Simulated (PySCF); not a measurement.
**A series of single points on Sn**

System: Sn (Immm, 1 atom in the cell).
Method: Kohn-Sham DFT of a periodic cell in Gaussian orbitals, PBEsol, DZVP-MOLOPT-SR/GTH-PBE, no spin polarisation (PySCF 2.14.0).

The 7 runs differ only in the geometry, by an even scaling of the cell at fixed fractional positions. The structure derives from a Materials Project entry.

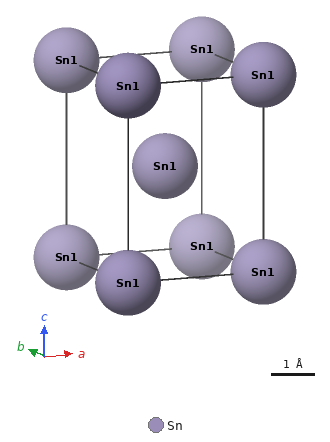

Figure 1. The structure of run 4 (spheres-only view of the cell 2 times as large as that of the calculation, set on its symmetry axes, seen slightly off an axis; atoms are numbered from 1 in the order of the input).

**Input of run 4**
```python
import json
import numpy as np
from pyscf.pbc import gto, scf, dft, df

cell = gto.Cell()
cell.a = '''
 -1.7265390000    1.7755470000    2.3383420000
  1.7265390000   -1.7755470000    2.3383420000
  1.7265390000    1.7755470000   -2.3383420000'''
cell.atom = '''
Sn   0.0000000000    0.0000000000    0.0000000000'''
cell.unit = 'A'
cell.basis = 'DZVP-MOLOPT-SR-GTH-q4'
cell.pseudo = 'GTH-PBE-q4'
cell.ke_cutoff = 50  # hartree
cell.exp_to_discard = 0.02
cell.precision = 1e-08
cell.space_group_symmetry = True
cell.symmorphic = False
cell.max_memory = 2940  # MB
cell.verbose = 4
cell.build()

res = {}
kpts = cell.make_kpts([11, 11, 11], space_group_symmetry=True, time_reversal_symmetry=True)
cell.space_group_symmetry = False  # the mesh holds the operations; no search on the supercells of the integral code
mf = dft.KRKS(cell, kpts, xc='pbesol')
mf = mf.multigrid_numint()
mf = mf.smearing(sigma=0.00183747, method='fermi')  # hartree
mf.conv_tol = 1e-07
mf.max_cycle = 60

mf.kernel()
res.update(converged=bool(mf.converged), e_tot=mf.e_tot, nelec=cell.nelectron, nao=cell.nao, mesh=list(map(int, cell.mesh)), a=cell.lattice_vectors().tolist(), coords=cell.atom_coords().tolist(),
           mo_energy=[np.real(x).tolist() for x in mf.mo_energy], mo_occ=[np.real(x).tolist() for x in mf.mo_occ])
res.update(e_free=mf.e_free, e_zero=mf.e_zero)
res.update(kpts=kpts.kpts_scaled_ibz.tolist(), weights=kpts.weights_ibz.tolist())
res['parts'] = {k: float(np.real(v)) for k, v in mf.scf_summary.items() if np.isscalar(v)}
json.dump(res, open('results.json', 'w'))
if not mf.converged:
    raise SystemExit('SCF not converged')

print('levels (eV)')
for i, kp in enumerate(res['kpts'][:40]):
    print('k %7.4f %7.4f %7.4f  ' % tuple(kp), ' '.join('%.3f' % (x * 27.211386) for x in res['mo_energy'][i][:7]))

mf = mf.to_khf()  # unfold to the whole mesh
kpts = mf.kpts
# Mulliken populations
dm, s = np.asarray(mf.make_rdm1()), np.asarray(mf.get_ovlp())
sites = cell.aoslice_by_atom()[:, 2:]
tot = np.einsum('kij,kji->i', dm, s).real / len(kpts)
res['mulliken'] = [cell.atom_charge(i) - tot[a0:a1].sum() for i, (a0, a1) in enumerate(sites)]
print('Mulliken charges', np.round(res['mulliken'], 5))

# density of states, Gaussians of 0.15 eV
e = np.asarray(mf.mo_energy).real.reshape(1, -1) * 27.211386
ef = mf.get_fermi()
ef = np.max(ef) * 27.211386
x = np.arange(-15, 10.01, 0.1) + round(ef, 1)
dos = np.exp(-((x[:, None, None] - e) / 0.15) ** 2 / 2).sum(-1).T / (0.15 * np.sqrt(2 * np.pi) * len(kpts)) * 2
res.update(dos_e=x.tolist(), dos=dos.tolist())
for a, b in zip(x[::5], dos.T[::5]):
    print('%8.2f' % a, ' '.join('%9.4f' % y for y in b))

# density on a uniform mesh
grids = dft.gen_grid.UniformGrids(cell)
grids.mesh = [19, 19, 19]
grids.build()
ni = dft.numint.KNumInt()
rho = [ni.get_rho(cell, x, grids, kpts) for x in [dm]]
np.save('rho.npy', np.reshape(rho, (-1, *grids.mesh)))
res['done'] = True
json.dump(res, open('results.json', 'w'))
```

Command:
```bash
OMP_NUM_THREADS=2 python -u run.py > log
```

Run 6 has the same physical settings and fractional positions; its lattice vectors (Å) are:
```
  -1.749259    1.798912    2.369113
   1.749259   -1.798912    2.369113
   1.749259    1.798912   -2.369113
```

**Results, with one run withheld**

```tsv
run	volume per atom (Å³)	free energy per atom, from the lowest run given (meV)
1	26.953	10.83
2	27.526	3.28
3	28.100	0.00
4	28.673	0.54
5	29.247	4.49
6	29.820	?
7	30.394	21.25
```

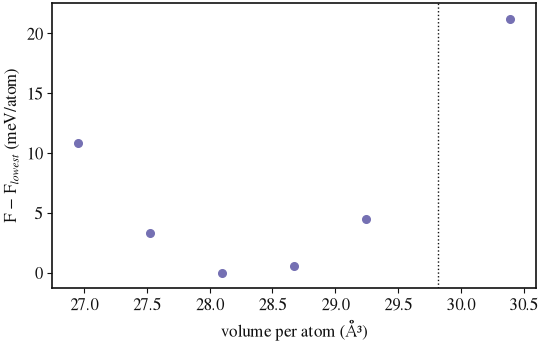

Figure 2. Free energy per atom of the runs given; the dotted line marks run 6.

Fit the runs given and predict run 6.

A cubic polynomial in V^(−2/3) (the Birch–Murnaghan form), fitted to the 6 runs given, misses them by under 0.01 meV per atom. With x = V^(−2/3) − 0.10732 Å⁻², it reads F = −0.11022 − 630.44 x + 8.6464e+05 x² + 2.0344e+06 x³ (meV per atom). At run 6 it gives 11.50 meV per atom, and the run itself gives 11.51. The fit has its minimum at 28.299 Å³ per atom, where V d²F/dV² gives 50.6 GPa. Cell shape and fractional positions are held, so this is the stiffness under even scaling; the relaxed bulk modulus wasn't computed.

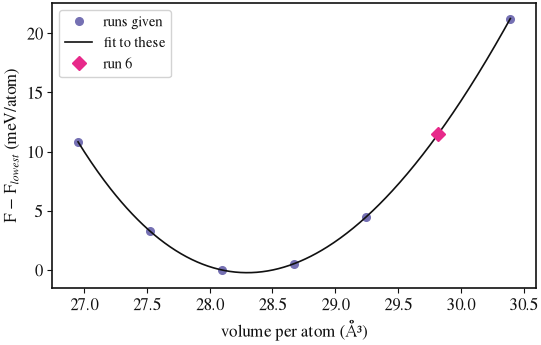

Figure 3. The fit and the withheld run.

**Output, shortened to warnings, some set-up lines, iterations and results (run 6)**
```
k-points in IBZ                         weights
[...]
cycle= 1 E= -3.48292618899491  delta_E= -0.0716  |g|= 0.139  |ddm|=   21
cycle= 2 E= -3.48301665566997  delta_E= -9.05e-05  |g|= 0.00875  |ddm|= 0.889
cycle= 3 E= -3.48301657567389  delta_E= 8e-08  |g|= 0.000237  |ddm|= 0.0526
    sigma = 0.00183747  Optimized mu = 0.211069083746  entropy = 0.0689320284926
nelec by numeric integration = 4.0000000000000036
    Total E(T) = -3.48301658791572  Free energy = -3.48314324845012  E0 = -3.48307991818292
Extra cycle  E= -3.48301658791572  delta_E= -1.22e-08  |g|= 5.21e-05  |ddm|= 0.00218
converged SCF energy = -3.48301658791572
levels (eV)
k  0.0000  0.0000  0.0000   -4.715 12.843 13.028 13.354 17.096 17.808 17.928
k  0.5455 -0.0000 -0.0000   -1.253 1.782 11.130 11.894 16.185 16.447 17.633
k  0.5455  0.0000  0.4545   -1.050 1.883 10.701 11.635 15.670 15.812 17.818
k  0.5455  0.4545 -0.0000   0.062 2.847 7.977 8.402 11.590 11.784 28.279
k  0.5455  0.4545  0.4545   1.307 2.887 6.650 7.191 10.629 12.700 27.533
k  0.5455  0.4545  0.5455   1.276 2.881 6.171 7.825 11.172 11.988 27.635
k  0.5455  0.5455  0.4545   0.671 3.454 7.143 7.784 10.571 11.345 28.270
k  0.6364  0.0000 -0.0000   -2.350 3.528 11.337 11.955 16.553 16.930 18.054
k  0.6364  0.0000  0.3636   -2.236 3.739 10.886 11.744 16.055 16.342 18.264
k  0.6364  0.3636 -0.0000   -1.570 5.150 8.425 8.831 12.258 12.341 26.579
k  0.6364  0.3636  0.3636   0.962 3.799 4.219 8.056 11.617 18.654 23.565
k  0.6364  0.3636  0.4545   1.329 3.338 5.168 6.634 12.305 15.616 24.999
k  0.6364  0.3636  0.5455   1.220 3.319 4.956 7.073 13.026 14.665 25.183
k  0.6364  0.3636  0.6364   0.677 3.744 4.228 8.635 12.189 17.518 24.012
k  0.6364  0.4545  0.3636   0.866 3.575 5.369 7.579 11.100 15.567 24.987
k  0.6364  0.4545  0.4545   0.776 3.555 6.335 6.883 11.978 12.949 26.000
k  0.6364  0.4545  0.5455   0.769 3.439 5.212 8.192 11.684 14.576 25.252
k  0.6364  0.5455  0.3636   -0.192 4.577 7.026 7.439 11.046 13.007 26.089
k  0.6364  0.5455  0.4545   -0.205 4.492 6.624 8.072 11.593 12.277 26.197
k  0.6364  0.6364  0.3636   -1.187 5.849 7.641 8.279 11.470 12.017 26.942
k  0.7273 -0.0000 -0.0000   -3.373 5.848 11.752 12.124 17.166 17.794 18.726
k  0.7273 -0.0000  0.2727   -3.313 6.155 11.269 12.000 16.735 17.283 19.049
k  0.7273 -0.0000  0.6364   0.655 3.335 3.985 9.078 12.829 19.339 23.690
k  0.7273  0.2727 -0.0000   -2.948 7.753 9.302 9.675 13.248 14.103 23.919
k  0.7273  0.2727  0.2727   -1.110 4.981 5.581 9.678 13.761 20.380 21.595
k  0.7273  0.2727  0.3636   0.117 4.273 4.686 7.898 13.799 20.335 21.053
k  0.7273  0.2727  0.4545   1.142 4.116 4.215 6.051 15.312 18.800 20.690
k  0.7273  0.2727  0.5455   0.954 4.185 4.225 6.195 16.025 18.086 20.819
k  0.7273  0.2727  0.6364   -0.174 4.394 4.597 8.269 14.465 20.023 21.432
k  0.7273  0.2727  0.7273   -1.346 5.040 5.435 10.154 14.217 21.065 22.241
k  0.7273  0.3636  0.2727   0.031 3.377 5.638 8.840 12.638 21.042 21.263
k  0.7273  0.3636  0.3636   0.840 3.378 5.040 7.278 13.018 18.690 21.930
[...]
```
